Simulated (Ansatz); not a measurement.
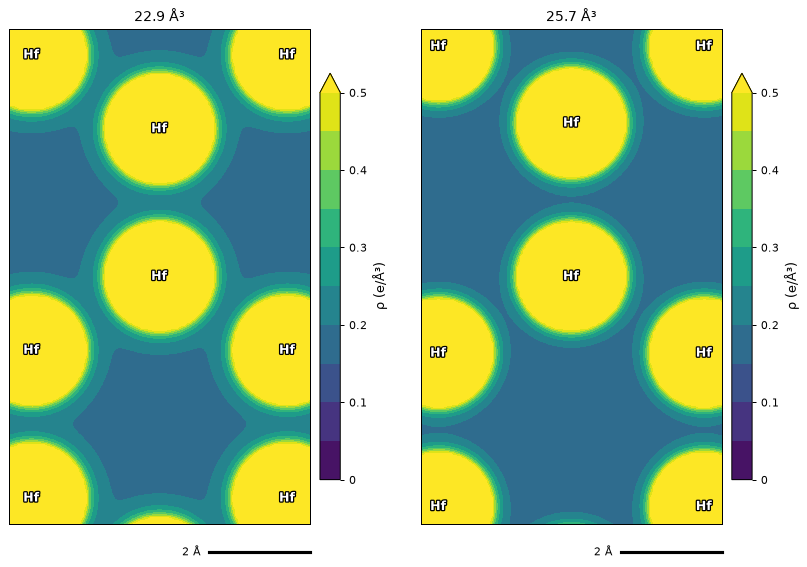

Hf. The valence pseudo-density of cells scaled evenly to different volumes (given per atom above each panel), on the (001) plane of each (indices in the axes of the cell below), at one length scale and on one colour scale.

A generated structure, not necessarily the stable one.

Method: DFT, BLYP, plane waves (420 eV) with PAW, scalar-relativistic (Ansatz).

Core electrons are frozen (PAW), and the valence fields are smoothed inside the atomic spheres.

The largest cell:

```
CELL_PARAMETERS angstrom
5.23237 0.00000 0.00000
-2.61619 4.53137 0.00000
0.00000 0.00000 3.25101
ATOMIC_POSITIONS crystal
Hf 0.00000 0.00000 0.00000
Hf 0.33333 0.66667 0.50000
Hf 0.66667 0.33333 0.50000
```

| volume (Å³/atom) | Hf–Hf contact in the plane (Å) | ρ at its midpoint (e/Å³) | pressure (GPa) | 
| --- | --- | --- | --- |
| 22.94 | 2.909 | 0.225 | 0.0 | 
| 24.78 | 2.984 | ? | ? | 
| 25.69 | 3.021 | 0.197 | −9.2 | 

### Estimate the missing row, and compare with the calculation.

Over the known rows ln ρ falls by 1.19 per Å of Hf–Hf distance (the line through the two), which gives 0.206 e/Å³ at 2.984 Å; the calculation gives 0.205 e/Å³. For the pressure, a straight line in volume between the neighbouring rows gives −6.2 GPa; the calculation gives −6.7, lower because pressure rises ever faster on compression.
